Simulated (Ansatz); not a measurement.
# Run report: Si, single-point calculation

The run: single-point calculation of Si (P6₃/mmc, 8 atoms in the cell). Method and program: DFT, LDA, plane waves, PAW, no spin polarisation (Ansatz 0.2.0).

The structure was built on a prototype by a generator. The geometry comes from this level: r2SCAN.

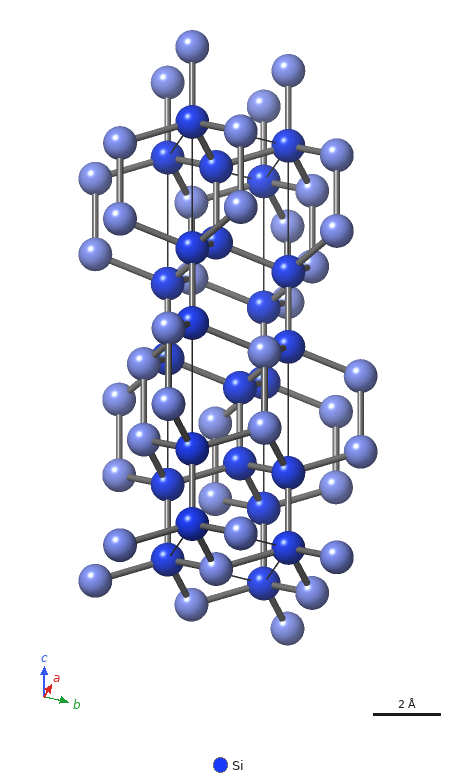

*The structure (ball-and-stick view of the cell of the calculation, seen at an oblique angle; neighbours outside the cell are drawn fainter).*

Results in brief

- outcome: converged
- space group (tolerance 0.01 Å): P6₃/mmc (194)
- electrons treated: 32
- free energy: −4869.1412 eV
- Fermi energy: 6.095 eV
- gap on the k-point mesh: 0.47 eV
- pressure: −2.19 GPa
- largest force (length of the vector): 0.006 eV/Å
- hardware: 4 threads of Intel Xeon (Granite Rapids), 192 GiB of memory available, shared host
- wall time: 1.6 s (CPU time 5.7 s)
- peak memory: 0.5 GiB

Input file
```yaml
crystal:
  lattice:
    - [3.8401748445, 0.0, 0.0]
    - [-1.9200874223, 3.3256889703, 0.0]
    - [0.0, 0.0, 12.6236709107]
  atoms:
    - { symbol: Si, position: [0.0, 0.0, 0.0005516775] }
    - { symbol: Si, position: [0.3333333333, 0.6666666667, 0.2496687365] }
    - { symbol: Si, position: [0.0, 0.0, 0.5005516775] }
    - { symbol: Si, position: [0.6666666667, 0.3333333333, 0.7496687365] }
    - { symbol: Si, position: [0.0, 0.0, 0.1869483225] }
    - { symbol: Si, position: [0.3333333333, 0.6666666667, 0.4378312635] }
    - { symbol: Si, position: [0.0, 0.0, 0.6869483225] }
    - { symbol: Si, position: [0.6666666667, 0.3333333333, 0.9378312635] }
kpoints:
  mp_grid: { grid: [12, 12, 2] }
  band_path:
    path:
      - [0.0, 0.0, 0.0]
      - [0.5, 0.0, 0.0]
      - [0.3333333333, 0.3333333333, 0.0]
      - [0.0, 0.0, 0.5]
      - [0.5, 0.0, 0.5]
      - [0.3333333333, 0.3333333333, 0.5]
      - [0.0, 0.455729, 0.0]
    npoints: 1
hamiltonian:
  xc: lda
scf:
  occupations: { method: fixed }
  n_extra_bands: 6
output:
  forces: true
  stress: true
  eigenvalues: true
  write_density: true
  write_potential: true
  elf: true
  volumetric_format: npy
```

Command:
```bash
ansatz run input.yaml --threads 4 --pin off --max-ram 7372MiB --backend cpu --events-out ev --progress --plain --runs-dir out
```

What the program printed
```
scf.n_extra_bands = 6 over 16 filled bands (N_el = 32.0): the run solves 22 bands
Engine: ansatz 0.2.0, x86_64-unknown-linux-gnu
Pseudopotentials: kind: paw
Pseudopotential: Si, paw, valence charge 4, recommended cutoff 420 eV (normal), Si.paw.azcp
Functional definition: SPW92
  exchange = slater_x
  correlation = pw_c
Crystal: 8 atoms, lattice volume = 161.220 Å³
Basis set: ecut = 420 eV, 3151 PW (Γ)
Bands: 22, of which v1, the nominal top of the filled ones, is band 16 counted from 1 (15 counted from 0)
Symmetry: 24 space group operations
Space group: P63/mmc (ITA 194), of the structure as read, at distance tolerance 5.4e-5 Å
k-points: 38 of 288
Non-local potential: Si, projectors of the file, l = 0: 2, l = 1: 2, l = 2: 2
PAW form: soft (Blöchl's): semilocal exchange-correlation on the pseudo side does not see the compensation charge
PAW frozen core: Si, regenerated for the run's functional, and the local potential with it (the file was generated under x = pbe(κ = 0.804, μ = 0.2195149727645171), c = pbe(β = 0.06672455060314922))
PAW one-centre angular grid: Si, 110 points (default); XC on 64 Gauss nodes
Initial density: superposition of atomic densities (neutral atoms: chi_scale 0, normalization atom), corrected by the library's trained network
Initial wavefunctions: pseudopotential atomic-orbital guess
Functional: x = slater, c = lda
SCF iter   1: F=—  HF=-4869.144306 eV  |F-HF|=—  |Δ(HF+E_count)|=         —  Δρ=4.17e-3  dr2=1.82e-2  ethr=1.77e-3  ⟨swp⟩=5.2  Hψ=4052  notcnv=0  defer=142
preconditioner: auto → Resta (q_TF=auto, 2.084 Å⁻¹)  ε∞=5.9  [insulator: Δε(μ)=0.483 eV  Ē_g=7.449 eV  n_scr=26 (ndim 8)  ℏωp=16.5 eV  f_vac=0.000  ε∞_Penn≈5.9]
SCF iter   2: F=—  HF=-4869.142232 eV  |F-HF|=—  |Δ(HF+E_count)|=   2.07e-3  Δρ=2.35e-3  dr2=5.79e-3  ethr=5.68e-5  ⟨swp⟩=1.7  Hψ=1342  notcnv=0  defer=148
SCF iter   3: F=—  HF=-4869.141214 eV  |F-HF|=—  |Δ(HF+E_count)|=   1.02e-3  Δρ=1.55e-4  dr2=5.02e-5  ethr=1.81e-5  ⟨swp⟩=3.0  Hψ=1325  notcnv=0  defer=151
SCF iter   4: F=—  HF=-4869.141216 eV  |F-HF|=—  |Δ(HF+E_count)|=   1.76e-6  Δρ=3.47e-5  dr2=1.86e-6  ethr=1.57e-7  ⟨swp⟩=2.4  Hψ=1388  notcnv=0  defer=132
SCF iter   5: F=—  HF=-4869.141217 eV  |F-HF|=—  |Δ(HF+E_count)|=   6.27e-7  Δρ=8.75e-6  dr2=1.32e-7  ethr=5.80e-9  ⟨swp⟩=2.0  Hψ=1337  notcnv=0  defer=132
SCF iter   6: F=-4869.141217 eV  HF=-4869.141217 eV  |F-HF|=6.80e-9  |Δ(HF+E_count)|=   4.85e-8  Δρ=1.38e-6  dr2=8.20e-9  ethr=3.13e-10  ⟨swp⟩=16.3  Hψ=6991  notcnv=0
SCF 1 converged in 6 iterations: F = -4869.141217 eV  dr2 = 8.20e-9
  greatest PAW one-centre occupation: 0.640 electrons in one spin orbital (limit 2), on the Si atom at site 7 (counted from 0), in its partial waves of l = 0
```

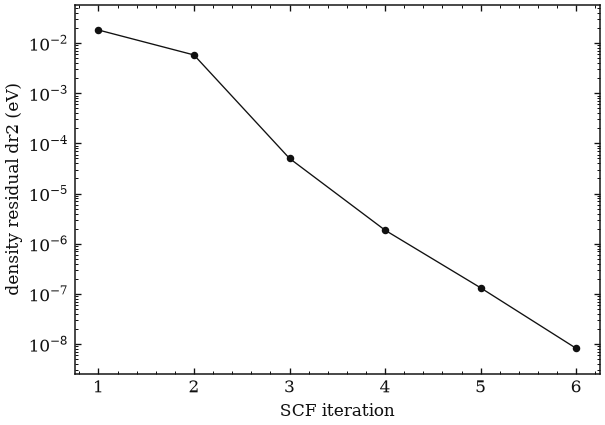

*Convergence of the self-consistent field: density residual dr2 against the SCF iteration.*

The residual falls at every step.

```
NSCF: frozen V_eff on 7 k-points
SCF converged after 6 iterations
Free energy (F): -4869.141217 eV
Harris-Foulkes:  -4869.141217 eV  (|F-HF|=6.80e-9)
Internal energy: -4869.141217 eV  (E = F + TS)
E sigma→0 (E₀):  -4869.141217 eV
Fermi energy:    6.095100 eV
--- Per-component energies (eV) ---
  E_band       = 29.584082
  E_kinetic    = 322.782135
  E_local      = -230.087106  (includes V_loc(G=0)·N_el)
  E_nonlocal   = 215.739706
  E_hartree    = 60.324274
  E_xc         = -438.021247
  E_vxc        = -376.517979  (∫ρ·V_xc dr)
  E_paw        = -3889.069926  (= ΣΔE_a)
  E_vpaw       = -22.981427  (= ΣTr[D̂ρ^β])
  E_aug_tail   = 0.000045  (compensation charges beyond the density's cutoff)
  E_ewald      = -911.483743
  E_core_change = 0.674646  (= ΣΔE_core)
  E_smearing   = -0.000000  (= −TS)
  E_closure    = 0.000000  (closes the sum)
  Σ components = -4869.141217   (vs F -4869.141217, Δ=0.00e0)
--- Forces (eV/Å), atoms counted from 1 ---
  atom   1  Si     0.00000000    -0.00000000    -0.00499847
  atom   2  Si    -0.00000000    -0.00000000    -0.00631229
  atom   3  Si    -0.00000000     0.00000000    -0.00499847
  atom   4  Si     0.00000000     0.00000000    -0.00631229
  atom   5  Si    -0.00000000     0.00000000     0.00499847
  atom   6  Si    -0.00000000    -0.00000000     0.00631229
  atom   7  Si     0.00000000    -0.00000000     0.00499847
  atom   8  Si     0.00000000     0.00000000     0.00631229
  max |Σ_I F_I| component: 7.40e-17 eV/Å
--- Stress (GPa, compression-positive) ---
       -2.170384      -0.000000       0.000000
        0.000000      -2.170384       0.000000
        0.000000       0.000000      -2.225839
  P = ⅓ Tr σ = -2.1889 GPa (-21.889 kbar)
--- Band table (eV; the first three rows and the last of 38) ---
  k-point 0: bands = ["-5.9473", "-5.1651", "-5.1485", "-3.6487", "-0.9884", "1.9956", "2.0298", "4.7530", "4.7530", "5.2034", "5.2034", "5.3414", "5.3414", "5.9299", "6.0951", "6.0951", "7.2548", "7.7304", "8.1088", "8.3630", "8.3630", "8.5307"]
  k-point 1: bands = ["-5.7455", "-5.7455", "-4.2750", "-4.2750", "0.0177", "0.0177", "4.3197", "4.3197", "4.8868", "4.8868", "4.8868", "4.8868", "5.7933", "5.7933", "5.7933", "5.7933", "7.4124", "7.4124", "8.5650", "8.5650", "8.6834", "8.6834"]
  k-point 2: bands = ["-5.8667", "-5.0852", "-5.0690", "-3.5673", "-0.9458", "2.0002", "2.0343", "4.0578", "4.5649", "4.5925", "4.7375", "5.0725", "5.1636", "5.4774", "5.8069", "5.9809", "7.7629", "8.0406", "8.5453", "8.5641", "8.6127", "8.6157"]
  k-point 37: bands = ["-2.7117", "-2.7117", "-2.6564", "-2.6564", "-0.8365", "-0.8365", "-0.7771", "-0.7771", "1.4526", "1.4526", "2.0307", "2.0307", "3.3855", "3.3855", "3.7302", "3.7302", "7.2779", "7.2779", "9.1467", "9.1467", "10.4965", "10.4965"]
```

File rho_z.tsv
```
# z_ang	rho[e/angstrom^3]
# format = ansatz-planar-average/11
# lattice	3.840174844	0.000000000	0.000000000
# lattice	-1.920087422	3.325688970	0.000000000
# lattice	0.000000000	0.000000000	12.623670911
# sites	8
# site	14	0.000000000	0.000000000	0.006964195
# site	14	-0.000000000	2.217125980	3.151735966
# site	14	0.000000000	0.000000000	6.318799651
# site	14	1.920087422	1.108562990	9.463571422
# site	14	0.000000000	0.000000000	2.359974101
# site	14	-0.000000000	2.217125980	5.527037785
# site	14	0.000000000	0.000000000	8.671809556
# site	14	1.920087422	1.108562990	11.838873240
0.000000	2.583002e-1
0.140263	2.271478e-1
0.280526	1.999145e-1
0.420789	1.790218e-1
0.561052	1.629749e-1
0.701315	1.491211e-1
0.841578	1.367521e-1
0.981841	1.273127e-1
1.122104	1.224068e-1
1.262367	1.227397e-1
1.402630	1.282696e-1
1.542893	1.381776e-1
1.683156	1.507842e-1
1.823419	1.648161e-1
1.963682	1.813113e-1
2.103945	2.029777e-1
2.244208	2.309263e-1
2.384471	2.621847e-1
2.524734	2.901809e-1
2.664997	3.077294e-1
2.805260	3.101567e-1
2.945523	2.968227e-1
3.085786	2.712653e-1
3.226049	2.401462e-1
3.366312	2.105319e-1
3.506575	1.866269e-1
3.646838	1.684164e-1
3.787101	1.533590e-1
3.927364	1.397526e-1
4.067627	1.283597e-1
4.207890	1.209494e-1
4.348153	1.186106e-1
4.488416	1.216112e-1
4.628679	1.295993e-1
4.768942	1.413674e-1
4.909205	1.551511e-1
5.049468	1.704626e-1
5.189731	1.892665e-1
5.329994	2.139667e-1
5.470257	2.440828e-1
5.610520	2.749189e-1
5.750783	2.992679e-1
5.891046	3.107436e-1
6.031309	3.063029e-1
6.171572	2.871194e-1
6.311835	2.583002e-1
6.452098	2.271478e-1
6.592361	1.999145e-1
6.732624	1.790218e-1
6.872887	1.629749e-1
7.013151	1.491211e-1
7.153414	1.367521e-1
7.293677	1.273127e-1
7.433940	1.224068e-1
7.574203	1.227397e-1
7.714466	1.282696e-1
7.854729	1.381776e-1
7.994992	1.507842e-1
8.135255	1.648161e-1
8.275518	1.813113e-1
8.415781	2.029777e-1
8.556044	2.309263e-1
8.696307	2.621847e-1
8.836570	2.901809e-1
8.976833	3.077294e-1
9.117096	3.101567e-1
9.257359	2.968227e-1
9.397622	2.712653e-1
9.537885	2.401462e-1
9.678148	2.105319e-1
9.818411	1.866269e-1
9.958674	1.684164e-1
10.098937	1.533590e-1
10.239200	1.397526e-1
10.379463	1.283597e-1
10.519726	1.209494e-1
10.659989	1.186106e-1
10.800252	1.216112e-1
10.940515	1.295993e-1
11.080778	1.413674e-1
11.221041	1.551511e-1
11.361304	1.704626e-1
11.501567	1.892665e-1
11.641830	2.139667e-1
11.782093	2.440828e-1
11.922356	2.749189e-1
12.062619	2.992679e-1
12.202882	3.107436e-1
12.343145	3.063029e-1
12.483408	2.871194e-1
```

File v_z.tsv
```
# z_ang	v_es[eV]	v_tot[eV]
# format = ansatz-planar-average/11
# xc	lda
# density_cutoff_ev	1680
# datasets	Si=:simpson_from_first_knot:soft:shift=-1875348
# lattice	3.840174844	0.000000000	0.000000000
# lattice	-1.920087422	3.325688970	0.000000000
# lattice	0.000000000	0.000000000	12.623670911
# sites	8
# site	14	0.000000000	0.000000000	0.006964195
# site	14	-0.000000000	2.217125980	3.151735966
# site	14	0.000000000	0.000000000	6.318799651
# site	14	1.920087422	1.108562990	9.463571422
# site	14	0.000000000	0.000000000	2.359974101
# site	14	-0.000000000	2.217125980	5.527037785
# site	14	0.000000000	0.000000000	8.671809556
# site	14	1.920087422	1.108562990	11.838873240
0.000000	-3.558656e0	-1.464050e1
0.140263	-2.319960e0	-1.295904e1
0.280526	-7.433454e-1	-1.081365e1
0.420789	1.212723e0	-8.226496e0
0.561052	3.357527e0	-5.495600e0
0.701315	5.376982e0	-3.015089e0
0.841578	6.864946e0	-1.189516e0
0.981841	7.722351e0	-9.998062e-2
1.122104	8.124111e0	4.191949e-1
1.262367	8.096386e0	3.835427e-1
1.402630	7.643116e0	-2.022876e-1
1.542893	6.716070e0	-1.374754e0
1.683156	5.146373e0	-3.295991e0
1.823419	3.088046e0	-5.832317e0
1.963682	9.530969e-1	-8.564929e0
2.103945	-9.635838e-1	-1.111022e1
2.244208	-2.488847e0	-1.319090e1
2.384471	-3.700898e0	-1.482803e1
2.524734	-4.746735e0	-1.615872e1
2.664997	-5.436124e0	-1.700349e1
2.805260	-5.533764e0	-1.712196e1
2.945523	-5.009390e0	-1.648152e1
3.085786	-4.043312e0	-1.526956e1
3.226049	-2.889222e0	-1.373163e1
3.366312	-1.485299e0	-1.180440e1
3.506575	3.204263e-1	-9.377140e0
3.646838	2.410277e0	-6.659876e0
3.787101	4.531029e0	-4.009214e0
3.927364	6.285249e0	-1.854410e0
4.067627	7.401336e0	-4.461044e-1
4.207890	7.998100e0	3.334470e-1
4.348153	8.186403e0	5.792916e-1
4.488416	7.945752e0	2.648255e-1
4.628679	7.294811e0	-5.834935e-1
4.768942	6.099477e0	-2.083950e0
4.909205	4.276782e0	-4.322388e0
5.049468	2.141019e0	-7.003936e0
5.189731	7.488332e-2	-9.703020e0
5.329994	-1.682210e0	-1.207345e1
5.470257	-3.042397e0	-1.394070e1
5.610520	-4.177677e0	-1.544191e1
5.750783	-5.104999e0	-1.659878e1
5.891046	-5.556788e0	-1.715002e1
6.031309	-5.379479e0	-1.693454e1
6.171572	-4.628998e0	-1.601259e1
6.311835	-3.558656e0	-1.464050e1
6.452098	-2.319960e0	-1.295904e1
6.592361	-7.433454e-1	-1.081365e1
6.732624	1.212723e0	-8.226496e0
6.872887	3.357527e0	-5.495600e0
7.013151	5.376982e0	-3.015089e0
7.153414	6.864946e0	-1.189516e0
7.293677	7.722351e0	-9.998062e-2
7.433940	8.124111e0	4.191949e-1
7.574203	8.096386e0	3.835427e-1
7.714466	7.643116e0	-2.022876e-1
7.854729	6.716070e0	-1.374754e0
7.994992	5.146373e0	-3.295991e0
8.135255	3.088046e0	-5.832317e0
8.275518	9.530969e-1	-8.564929e0
8.415781	-9.635838e-1	-1.111022e1
8.556044	-2.488847e0	-1.319090e1
8.696307	-3.700898e0	-1.482803e1
8.836570	-4.746735e0	-1.615872e1
8.976833	-5.436124e0	-1.700349e1
9.117096	-5.533764e0	-1.712196e1
9.257359	-5.009390e0	-1.648152e1
9.397622	-4.043312e0	-1.526956e1
9.537885	-2.889222e0	-1.373163e1
9.678148	-1.485299e0	-1.180440e1
9.818411	3.204263e-1	-9.377140e0
9.958674	2.410277e0	-6.659876e0
10.098937	4.531029e0	-4.009214e0
10.239200	6.285249e0	-1.854410e0
10.379463	7.401336e0	-4.461044e-1
10.519726	7.998100e0	3.334470e-1
10.659989	8.186403e0	5.792916e-1
10.800252	7.945752e0	2.648255e-1
10.940515	7.294811e0	-5.834935e-1
11.080778	6.099477e0	-2.083950e0
11.221041	4.276782e0	-4.322388e0
11.361304	2.141019e0	-7.003936e0
11.501567	7.488332e-2	-9.703020e0
11.641830	-1.682210e0	-1.207345e1
11.782093	-3.042397e0	-1.394070e1
11.922356	-4.177677e0	-1.544191e1
12.062619	-5.104999e0	-1.659878e1
12.202882	-5.556788e0	-1.715002e1
12.343145	-5.379479e0	-1.693454e1
12.483408	-4.628998e0	-1.601259e1
```

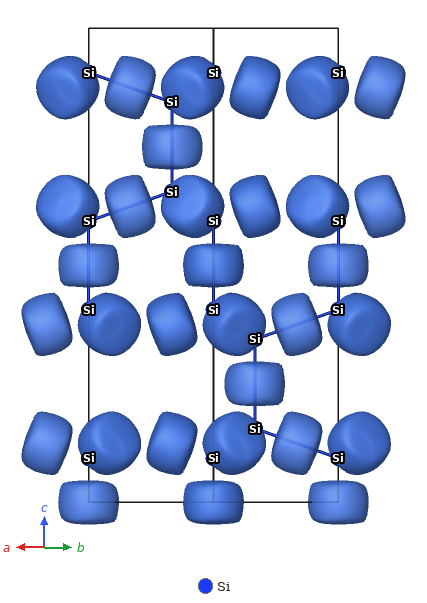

*Isosurface of the ELF at 0.7 (blue), seen along [110]. Core shells and regions of very low density are left out. Sticks mark near contacts. The outline is the cell set on symmetry axes.*

Along the contacts the grid gives the following. Core electrons are frozen (PAW), so the fields are smoothed inside the atomic spheres.

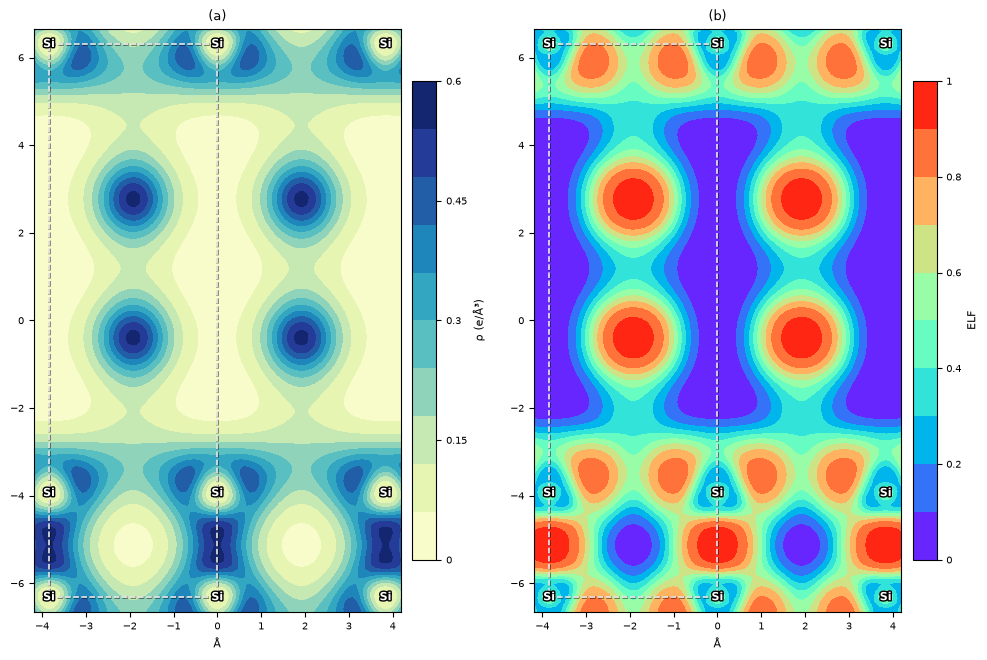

*(a) valence electron density; (b) electron localisation function on the (100) plane of the conventional cell.*

The plane passes through Si nuclei. Si–Si (2.38 Å): ρ is about 0.54 e/Å³ halfway, a local maximum along the line; the ELF peaks at about 0.95 between the atoms (localised, shared-pair bonding). Away from the nuclei the density in this plane falls to 0.02 e/Å³ at its lowest.
